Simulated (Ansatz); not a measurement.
Given this structure, coordinates from a relaxation with DFT PBE, scalar-relativistic, plane waves, PAW (Ansatz 0.2.0); the starting structure was generated, so it need not be a known form of this composition, written in its standard cell:

```xyz
4
Lattice="5.0616 0.0000 0.0000 0.0000 5.0616 0.0000 0.0000 0.0000 5.0616" Properties=species:S:1:pos:R:3 pbc="T T T"
Y     0.0000    0.0000    0.0000
Y     0.0000    2.5308    2.5308
Y     2.5308    0.0000    2.5308
Y     2.5308    2.5308    0.0000
```

Question: What does the kinematic electron diffraction pattern along [001] look like at 300 kV (B = 0.8 Å²)?

Answer: The spots form a square net with both shortest vectors at d = 2.53 Å, 90.0° apart. They are 2 0 0 and 0 2 0. The pattern has symmetry 4mm. The lattice centring (F) removes all reflections that break h + k = 2n, h + l = 2n.

Strongest reflections with d > 0.80 Å, one of each family (|F|² from tabulated Gaussian fits of the electron scattering factors, times a small damping for the curvature of the Ewald sphere):

```json
{"hkl": "2 0 0", "d (Å)": "2.531", "I (strongest = 100)": "100"}
{"hkl": "2 2 0", "d (Å)": "1.790", "I (strongest = 100)": "47"}
{"hkl": "4 0 0", "d (Å)": "1.265", "I (strongest = 100)": "19"}
{"hkl": "4 2 0", "d (Å)": "1.132", "I (strongest = 100)": "13"}
{"hkl": "4 4 0", "d (Å)": "0.895", "I (strongest = 100)": "6"}
{"hkl": "6 0 0", "d (Å)": "0.844", "I (strongest = 100)": "5"}
```

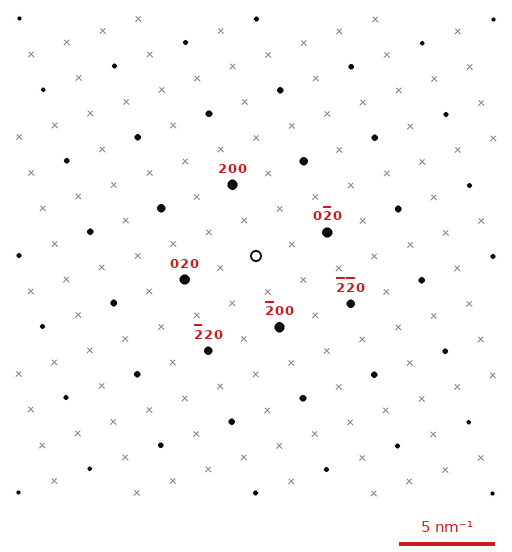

Calculated pattern, seen from the source side with [001] pointing towards the source; crosses mark the places of extinct reflections.
